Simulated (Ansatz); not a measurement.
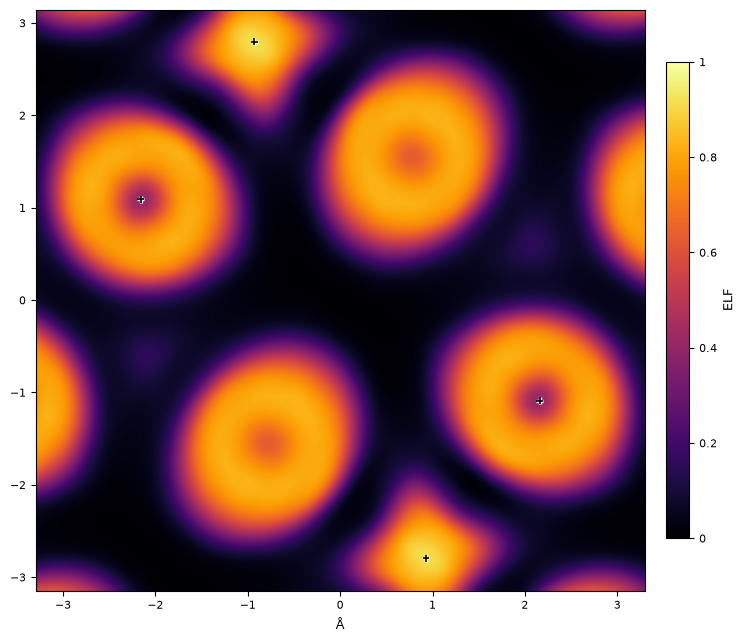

The electron localisation function on a plane through atoms (crosses mark nuclei in the plane).

The calculation used Ansatz 0.2.0, DFT, PBE, PAW, plane waves, scalar-relativistic.

Candidates:
A. MnF2, a = 5.89 Å, b = 5.89 Å, c = 6.89 Å, α = 54.20°, β = 54.20°, γ = 71.60°. Space group P4₂/mnm; computed pressure about −15 GPa in this cell; computed without spin polarisation.
B. Ni, a = 2.50 Å, b = 2.50 Å, c = 12.24 Å, α = 90.00°, β = 90.00°, γ = 120.00°. Space group Fm-3m; computed pressure about −3 GPa in this cell; spin-polarised.
C. Co, a = 2.53 Å, b = 5.07 Å, c = 2.53 Å, α = 60.00°, β = 60.00°, γ = 60.00°. Space group Fm-3m; computed pressure about −9 GPa in this cell; spin-polarised.

Question: Which candidate gave the map?

Answer: Candidate A: MnF2 on the (100) plane of the calculation cell, which holds Mn and F. Mn–F (2.10 Å): the ELF peaks at about 0.80 in the valence shell of F, 0.6 Å from its nucleus, and is about 0.05 at the midpoint; no localised pair shows between them.
